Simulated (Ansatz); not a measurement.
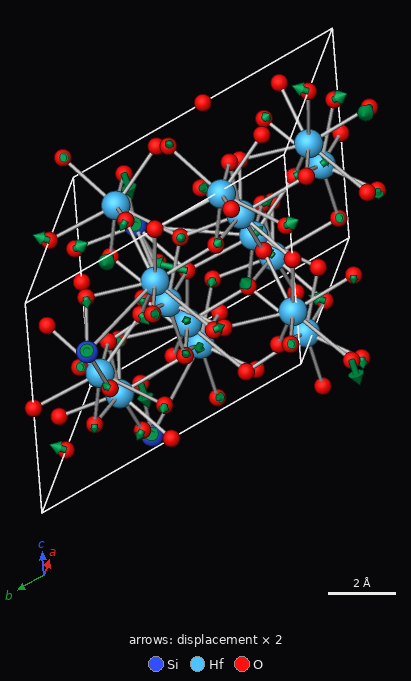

A relaxation of a defect cell of composition Hf15SiO32. The starting structure is drawn; green arrows show the displacements, magnified 2 times.

The picture is a ball-and-stick view of the cell of the calculation (origin shifted), seen from a free direction.

Case: Si on a Hf site (a), charge +0, atoms relaxed at the host's cell.

Computed with DFT PBE, scalar-relativistic, plane waves, PAW (Ansatz). Settings: plane-wave cutoff 420 eV; k-point mesh 2 × 2 × 2; occupations gaussian; smearing width 0.01 eV; mesh shifted by (0.5, 0.5, 0.5); no spin polarisation; atoms relaxed in a fixed cell; force threshold 0.025 eV/Å; at most 45 steps.

Which element moves most?

Answer. Oxygen: up to 0.61 Å, against 0.26 Å for silicon.

Describe the change and its energy.

Answer. An O atom moves most: 0.61 Å along [2 3 2]. Largest moves by element: O 0.61 Å, Si 0.26 Å, Hf 0.20 Å. The cell doesn't change. Among the contacts that change: O–Si 2.280 → 3.059 Å, Hf–O 2.280 → 2.928 Å, Hf–O 2.280 → 2.695 Å, O–Si 2.149 → 1.776 Å. Among the angles between lasting bonds that change: Si–O–Hf 109.9° → 136.6°, Si–O–Hf 108.0° → 130.1°, Hf–O–Hf 126.1° → 106.5°. After 8 accepted moves (9 points after the start) the energy has fallen by 2.608 eV per cell of the calculation. The largest force component goes from 2.3 to 0.008 eV/Å. The line search rejected the trial step at point 7 of the run. The run took 6.4 min on 4 threads of AMD EPYC 7B13 (Zen 3), on a shared host, peak memory 3.7 GiB.
